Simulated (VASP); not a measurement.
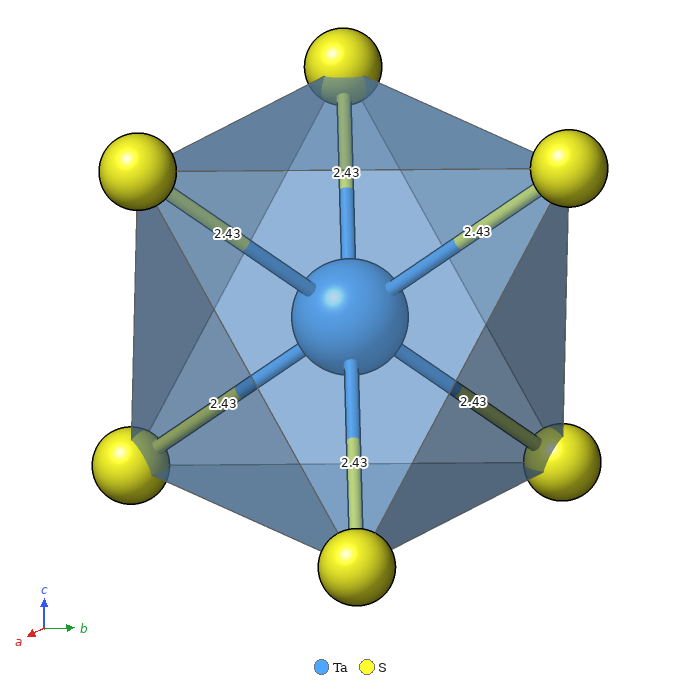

The TaS6 unit about Ta in TaS2. Origin: an entry of the Crystallography Open Database, as set up for an electronic-structure calculation.

TaS2, space group P-3m1 (No. 164), a = 3.350 Å, b = 3.350 Å, c = 5.860 Å, α = 90.00°, β = 90.00°, γ = 120.00°

```
site  Wyckoff       x       y       z
  Ta       1a  0.0000  0.0000  0.0000
   S       2d  0.6667  0.3333  0.7500
```

Question: Give the distortion indices.

Answer: It is closest to the octahedron.

```
                                 measure     value
                        mean bond length   2.426 Å
     bond-length distortion index (Baur)     0.000
   effective coordination number (Hoppe)      6.00
    shape measure against the octahedron      0.11
shape measure against the trigonal prism     15.89
     centre off the ligands' centroid by    0.00 Å
                       polyhedral volume  18.98 Å³
                    quadratic elongation     1.002
                     bond-angle variance  7.9 deg²
```
